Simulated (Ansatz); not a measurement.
System InSb (space group F-43m, No. 216); source of the atomic positions: a calculation's input that goes back to an entry of the Crystallography Open Database (an earlier step may have relaxed or displaced it).

```
CELL_PARAMETERS angstrom
6.47820 0.00000 0.00000
0.00000 6.47820 0.00000
0.00000 0.00000 6.47820
ATOMIC_POSITIONS crystal
In 0.00000 0.00000 0.00000
Sb 0.25000 0.25000 0.25000
In 0.00000 0.50000 0.50000
Sb 0.25000 0.75000 0.75000
In 0.50000 0.00000 0.50000
Sb 0.75000 0.25000 0.75000
In 0.50000 0.50000 0.00000
Sb 0.75000 0.75000 0.25000
```

Bonds are taken as In–Sb below 3.2 Å. The graph is simplified in the usual way: terminal and isolated atoms are pruned, two-connected atoms become edges.

Derive the underlying net.

The result is a uninodal 4-connected, three-periodic net: In and Sb are 4-connected nodes. It is the dia net, known from diamond, zinc blende and cristobalite. It is a single net, without interpenetration.

| node | links | point symbol | coordination sequence |
| --- | --- | --- | --- |
| In and Sb | 4 | 6⁶ | 4 12 24 42 64 |

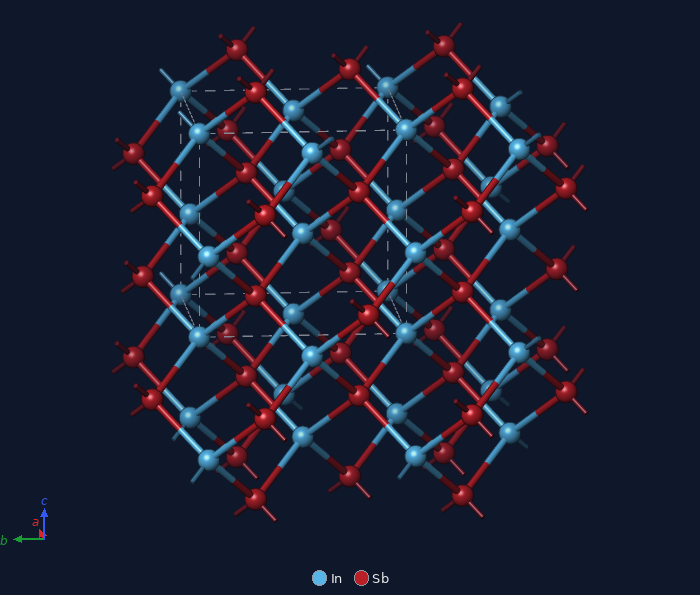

Nodes are coloured by element. Edges to nodes outside the piece are drawn as stubs.
